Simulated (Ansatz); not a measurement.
Geometry relaxation of PtS₂ (part 2 of 2)

PtS₂ (6 atoms in the cell); DFT, PBEsol, plane waves, PAW, no spin polarisation (Ansatz 0.2.0); cutoff 420 eV, 9×9×2 k-mesh, Fermi–Dirac smearing of 0.03 eV. The structure was built on a prototype by a generator.

**Log, continued**
```
SCF iter   1: F=—  HF=-28309.727031 eV  |F-HF|=—  |Δ(HF+E_count)|=         —  Δρ=1.40e-4  dr2=2.92e-6  ethr=1.46e-7  ⟨swp⟩=3.4  Hψ=6095  notcnv=0
preconditioner: auto → Resta (q_TF=auto, 2.447 Å⁻¹)  ε∞=8.1  [insulator: Δε(μ)=0.988 eV  Ē_g=8.615 eV  σ=0.030 eV  W_gap=1.00  n_scr=38 (ndim 8)  ℏωp=23.0 eV  f_vac=0.035  D(μ)=0.00/eV (n_scr^D=0)  ε∞_Penn≈8.1]
SCF iter   2: F=—  HF=-28309.727033 eV  |F-HF|=—  |Δ(HF+E_count)|=   1.95e-6  Δρ=6.99e-5  dr2=6.97e-7  ethr=4.87e-9  ⟨swp⟩=2.0  Hψ=1570  notcnv=0
SCF iter   3: F=—  HF=-28309.727038 eV  |F-HF|=—  |Δ(HF+E_count)|=   5.02e-6  Δρ=6.03e-6  dr2=2.88e-8  ethr=1.16e-9  ⟨swp⟩=2.0  Hψ=1523  notcnv=0
SCF iter   4: F=—  HF=-28309.727038 eV  |F-HF|=—  |Δ(HF+E_count)|=   3.84e-8  Δρ=2.70e-6  dr2=1.42e-8  ethr=4.80e-11  ⟨swp⟩=2.0  Hψ=1308  notcnv=0
SCF iter   5: F=—  HF=-28309.727038 eV  |F-HF|=—  |Δ(HF+E_count)|=   6.05e-9  Δρ=9.60e-7  dr2=1.57e-9  ethr=2.37e-11  ⟨swp⟩=2.0  Hψ=1275  notcnv=0
SCF iter   6: F=—  HF=-28309.727038 eV  |F-HF|=—  |Δ(HF+E_count)|=   3.12e-9  Δρ=2.46e-7  dr2=1.42e-10  ethr=2.62e-12  ⟨swp⟩=2.0  Hψ=1377  notcnv=0
SCF iter   7: F=-28309.727038 eV  HF=-28309.727038 eV  |F-HF|=7.28e-12  |Δ(HF+E_count)|=  5.09e-11  Δρ=8.77e-8  dr2=1.31e-11  ethr=1.00e-12  ⟨swp⟩=4.3  Hψ=2878  notcnv=0
SCF 8 converged in 7 iterations: F = -28309.727038 eV  dr2 = 1.31e-11
  greatest PAW one-centre occupation: 1.000 electrons in one spin orbital (limit 2), on the Pt atom at site 0 (counted from 0), in its partial waves of l = 0
relax step   8: F+E_penalty+E_count = -28309.72703771 eV  Δ(F+E_penalty+E_count) = +8.311e-4 eV  max|allowed force component| = 3.531e-3 eV/Å  Δτ_max = 0.0000 Å  P = +0.004 GPa  Ω = 115.158 Å³  stress off target by 1.03e-2 GPa  SCF on the basis re-selected at this cell (its energy is not comparable with the rows above)  (7 SCF iters)
```

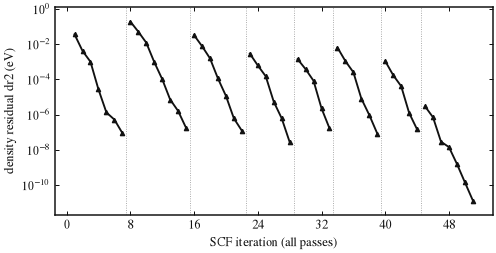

Figure 1. Convergence of the self-consistent field: density residual dr2 against the SCF iteration. The dotted lines part the SCF passes of the relaxation: geometry steps, rejected trials and re-solves on a re-selected basis. The 8 passes take 5 to 8 iterations each, 51 in all.

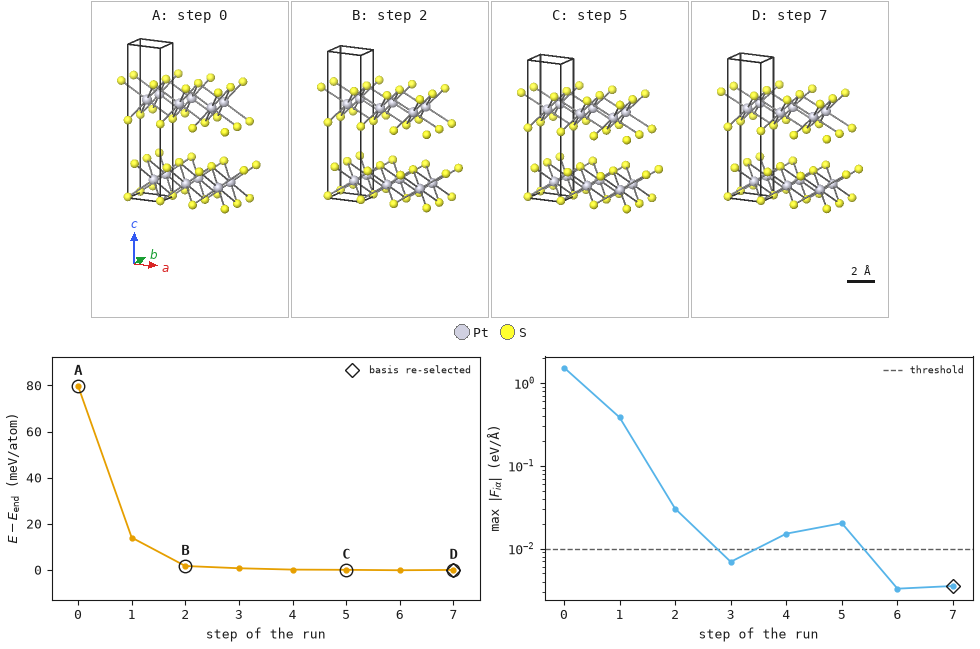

Figure 2. Frames of the relaxation (ball-and-stick view of the cell of the calculation, repeated 3 × 2 × 1, seen slightly off an axis) above the curves, on which the letters mark them (the first geometry is step 0 here and step 1 in the log).

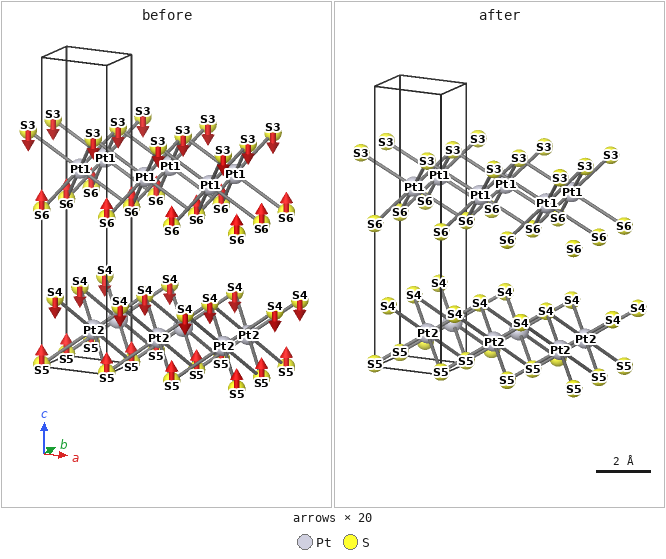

Figure 3. Before (left) and after (right) the relaxation, at one scale (ball-and-stick view of the cell of the calculation, repeated 3 × 2 × 1, seen slightly off an axis). The red arrows give the displacements (without the part carried along by the change of the cell), magnified 20 times. The energy falls by 79.9 meV per atom in 6 geometry steps. Largest force component: 1.5 eV/Å at the start, 0.0035 eV/Å at the end. Pressure: −6.72 GPa at the start and 0.00 GPa at the end. The largest moves relative to the cell, 0.040 Å, are those of S3 and S4. Largest moves by element: S 0.040 Å, Pt 0.001 Å. The volume changes by −5.7 %, with a = b 3.476 → 3.546 Å (+2.0 %), c 11.668 → 10.576 Å (−9.4 %). Among the contacts that change: Pt1–S3 2.436 → 2.378 Å. Among the angles that change: S3–Pt1–S3 91.0° → 96.4°, Pt1–S3–Pt1 91.0° → 96.4°, S3–Pt1–S6 89.0° → 83.7°. The space group stays P6_3mc (No. 186). A last SCF at the same geometry on a re-selected plane-wave basis shifts the energy by +0.1 meV per atom. (Atoms are counted from 1 in the order of the input.)

```
basis re-selected at this cell: Δ(F+E_penalty+E_count) = +8.311e-4 eV, ΔP = +0.004 GPa vs the last step (what re-selecting the basis moved, of the pressure what is left beyond the Pulay correction that the steps carried, after the strain that the cell walked since its last selection, with what the two solves' SCF thresholds leave and, on support functions, any second-order correction that the steps lacked; it is no measure of the basis error at this ecutwfc). The dense FFT grid was sized anew with the basis: this SCF ran on 24×24×72 points, the steps before it on 24×24×80, so part of this shift can come from that change (see relax.cell in the input reference). This SCF's stress stands 1.03e-2 GPa from its target on what of the cell is left free (relax.cell.stress_tol is 5.00e-2 GPa) and its largest allowed force component is 3.53e-3 eV/Å (relax.f_tol is 1.00e-2 eV/Å): within both
SCF converged after 7 iterations
Free energy (F): -28309.727038 eV
Harris-Foulkes:  -28309.727038 eV  (|F-HF|=7.28e-12)
Internal energy: -28309.727038 eV  (E = F + TS)
E sigma→0 (E₀):  -28309.727038 eV
Fermi energy:    10.349621 eV
--- Per-component energies (eV) ---
  E_band       = -685.904368
  E_kinetic    = 1700.747212
  E_local      = -6537.924240  (includes V_loc(G=0)·N_el)
  E_nonlocal   = 517.492531
  E_hartree    = 2594.402005
  E_xc         = -904.996430
  E_vxc        = -954.123743  (∫ρ·V_xc dr)
  E_paw        = -20968.102169  (= ΣΔE_a)
  E_vpaw       = -600.900531  (= ΣTr[D̂ρ^β])
  E_aug_tail   = 0.000366  (compensation charges beyond the density's cutoff)
  E_ewald      = -4712.168074
  E_core_change = 0.821760  (= ΣΔE_core)
  E_smearing   = -0.000000  (= −TS)
  E_closure    = 0.000000  (closes the sum)
  Σ components = -28309.727038   (vs F -28309.727038, Δ=0.00e0)
--- Forces (eV/Å), atoms counted from 1 ---
  atom   1  Pt     0.00000000    -0.00000000     0.00019262
  atom   2  Pt     0.00000000     0.00000000     0.00019262
  atom   3  S      0.00000000     0.00000000    -0.00353052
  atom   4  S      0.00000000    -0.00000000    -0.00353052
  atom   5  S     -0.00000000     0.00000000     0.00333824
  atom   6  S     -0.00000000    -0.00000000     0.00333824
  max |Σ_I F_I| component: 6.64e-7 eV/Å
--- Stress (GPa, compression-positive) ---
        0.001420       0.000000       0.000000
        0.000000       0.001420      -0.000000
        0.000000      -0.000000       0.010258
  P = ⅓ Tr σ = 0.0044 GPa (0.044 kbar)
--- Relaxed structure (7 steps of the walk, 7 accepted, 1 SCFs on fresh bases) ---
  F+E_penalty+E_count = -28309.72703771 eV   max|allowed force component| = 3.531e-3 eV/Å   (the final SCF, on the basis selected at the relaxed cell)
  cell:  # Å, volume = 115.1580 Å³
    - [3.5458946498891657, -1.2943318220426284e-18, 4.726034220306435e-18]
    - [-1.7729473249445828, 3.070834845947345, -2.3630171101532183e-18]
    - [1.5864179147343703e-17, 1.2079422442815768e-33, 10.575768726204194]
  atoms:
    - { symbol: Pt, position: [0.3333333333333333, 0.6666666666666666, 0.625115693932567] }
    - { symbol: Pt, position: [0.6666666666666666, 0.3333333333333333, 0.12511569393256722] }
    - { symbol: S, position: [0.6666666666666666, 0.3333333333333333, 0.739577444352766] }
    - { symbol: S, position: [0.3333333333333333, 0.6666666666666666, 0.2395774443527659] }
    - { symbol: S, position: [-2.31124204204741e-19, 2.5123393292064657e-33, 0.010308861714666884] }
    - { symbol: S, position: [-2.3112420420473856e-19, -2.7765856436916076e-33, 0.5103088617146668] }
```

**Trajectory as extended XYZ (Å, eV, eV/Å), 8 frames, from step=1 to step=8**
```
6
Lattice="3.4759 0.0000 0.0000 -1.7380 3.0103 0.0000 0.0000 0.0000 11.6679" Properties=species:S:1:pos:R:3:forces:R:3 step=1 energy=-28309.24840 pressure_GPa=-6.72
Pt    0.0000    2.0068    7.2926    0.0000   0.0000   0.0280
Pt    1.7380    1.0034    1.4586    0.0000   0.0000   0.0280
S     1.7380    1.0034    8.6740    0.0000   0.0000  -1.5388
S     0.0000    2.0068    2.8400    0.0000   0.0000  -1.5388
S     0.0000    0.0000    0.0769    0.0000   0.0000   1.5108
S     0.0000    0.0000    5.9108    0.0000   0.0000   1.5108
6
Lattice="3.5955 0.0000 0.0000 -1.7977 3.1138 0.0000 0.0000 0.0000 11.3597" Properties=species:S:1:pos:R:3:forces:R:3 step=2 energy=-28309.64289 pressure_GPa=-0.36
Pt    0.0000    2.0759    7.1009    0.0000   0.0000  -0.0218
Pt    1.7977    1.0379    1.4210    0.0000   0.0000  -0.0218
S     1.7977    1.0379    8.2553    0.0000   0.0000   0.3850
S     0.0000    2.0759    2.5754    0.0000   0.0000   0.3850
S     0.0000    0.0000    0.2635    0.0000   0.0000  -0.3632
S     0.0000    0.0000    5.9433    0.0000   0.0000  -0.3632
6
Lattice="3.5383 0.0000 0.0000 -1.7692 3.0643 0.0000 0.0000 0.0000 11.1294" Properties=species:S:1:pos:R:3:forces:R:3 step=3 energy=-28309.71682 pressure_GPa=0.01
Pt    0.0000    2.0429    6.9564    0.0000   0.0000   0.0035
Pt    1.7692    1.0214    1.3917    0.0000   0.0000   0.0035
S     1.7692    1.0214    8.1715    0.0000   0.0000   0.0269
S     0.0000    2.0429    2.6068    0.0000   0.0000   0.0269
S     0.0000    0.0000    0.1750    0.0000   0.0000  -0.0303
S     0.0000    0.0000    5.7397    0.0000   0.0000  -0.0303
6
Lattice="3.5371 0.0000 0.0000 -1.7685 3.0632 0.0000 0.0000 0.0000 10.9341" Properties=species:S:1:pos:R:3:forces:R:3 step=4 energy=-28309.72269 pressure_GPa=0.00
Pt    0.0000    2.0421    6.8345    0.0000   0.0000   0.0063
Pt    1.7685    1.0211    1.3674    0.0000   0.0000   0.0063
S     1.7685    1.0211    8.0522    0.0000   0.0000  -0.0069
S     0.0000    2.0421    2.5852    0.0000   0.0000  -0.0069
S     0.0000    0.0000    0.1477    0.0000   0.0000   0.0006
S     0.0000    0.0000    5.6148    0.0000   0.0000   0.0006
6
Lattice="3.5487 0.0000 0.0000 -1.7744 3.0733 0.0000 0.0000 0.0000 10.7415" Properties=species:S:1:pos:R:3:forces:R:3 step=5 energy=-28309.72623 pressure_GPa=-0.39
Pt    0.0000    2.0489    6.7144    0.0000   0.0000   0.0012
Pt    1.7744    1.0244    1.3437    0.0000   0.0000   0.0012
S     1.7744    1.0244    7.9254    0.0000   0.0000  -0.0151
S     0.0000    2.0489    2.5546    0.0000   0.0000  -0.0151
S     0.0000    0.0000    0.1298    0.0000   0.0000   0.0140
S     0.0000    0.0000    5.5006    0.0000   0.0000   0.0140
6
Lattice="3.5437 0.0000 0.0000 -1.7719 3.0690 0.0000 0.0000 0.0000 10.4660" Properties=species:S:1:pos:R:3:forces:R:3 step=6 energy=-28309.72680 pressure_GPa=0.40
Pt    0.0000    2.0460    6.5424    0.0000   0.0000   0.0057
Pt    1.7719    1.0230    1.3094    0.0000   0.0000   0.0057
S     1.7719    1.0230    7.7520    0.0000   0.0000   0.0146
S     0.0000    2.0460    2.5190    0.0000   0.0000   0.0146
S     0.0000    0.0000    0.0964    0.0000   0.0000  -0.0203
S     0.0000    0.0000    5.3294    0.0000   0.0000  -0.0203
6
Lattice="3.5459 0.0000 0.0000 -1.7729 3.0708 0.0000 0.0000 0.0000 10.5758" Properties=species:S:1:pos:R:3:forces:R:3 step=7 energy=-28309.72787 pressure_GPa=0.00
Pt    0.0000    2.0472    6.6111    0.0000   0.0000   0.0002
Pt    1.7729    1.0236    1.3232    0.0000   0.0000   0.0002
S     1.7729    1.0236    7.8216    0.0000   0.0000  -0.0033
S     0.0000    2.0472    2.5337    0.0000   0.0000  -0.0033
S     0.0000    0.0000    0.1090    0.0000   0.0000   0.0031
S     0.0000    0.0000    5.3969    0.0000   0.0000   0.0031
6
Lattice="3.5459 0.0000 0.0000 -1.7729 3.0708 0.0000 0.0000 0.0000 10.5758" Properties=species:S:1:pos:R:3:forces:R:3 step=8 energy=-28309.72704 pressure_GPa=0.00
Pt    0.0000    2.0472    6.6111    0.0000   0.0000   0.0002
Pt    1.7729    1.0236    1.3232    0.0000   0.0000   0.0002
S     1.7729    1.0236    7.8216    0.0000   0.0000  -0.0035
S     0.0000    2.0472    2.5337    0.0000   0.0000  -0.0035
S     0.0000    0.0000    0.1090    0.0000   0.0000   0.0033
S     0.0000    0.0000    5.3969    0.0000   0.0000   0.0033
```

This output came from the following input.

**The input**
```yaml
crystal:
  lattice:
    - [3.47594482, 0.0, 0.0]
    - [-1.73797241, 3.01025652, 0.0]
    - [0.0, 0.0, 11.66792469]
  atoms:
    - { symbol: Pt, position: [0.33333333, 0.66666667, 0.62501007] }
    - { symbol: Pt, position: [0.66666667, 0.33333333, 0.12501007] }
    - { symbol: S, position: [0.66666667, 0.33333333, 0.74340412] }
    - { symbol: S, position: [0.33333333, 0.66666667, 0.24340412] }
    - { symbol: S, position: [0.0, 0.0, 0.00658781] }
    - { symbol: S, position: [0.0, 0.0, 0.50658781] }
kpoints:
  mp_grid: { grid: [9, 9, 2] }
hamiltonian:
  xc: pbesol
scf:
  occupations: { method: fermi_dirac, width: 0.03 }
relax:
  f_tol: 0.01
  cell: {}
  max_steps: 120
```

Launched with:
```bash
ansatz run input.yaml --threads 2 --pin off --max-ram 2211MiB --backend cpu --events-out ev --progress --plain --runs-dir out
```

**Results in brief**

| quantity | value |
| --- | --- |
| outcome | converged |
| space group (tolerance 0.01 Å) | P6₃mc (186) |
| electrons treated | 60 |
| free energy | −28309.7270 eV |
| Fermi energy | 10.350 eV |
| pressure | 0.00 GPa |
| final volume | 115.16 Å³ |
| largest force (length of the vector) at the end | 0.004 eV/Å |
| final cell | a = 3.546 Å, b = 3.546 Å, c = 10.576 Å, α = 90.00°, β = 90.00°, γ = 120.00° |
| hardware | 2 threads of Intel Xeon @ 2.70GHz, 189 GiB of memory available, shared host |
| wall time | 41 s (CPU time 77 s) |
| peak memory | 0.42 GiB |

Spin–orbit coupling is left out, which matters for Pt.
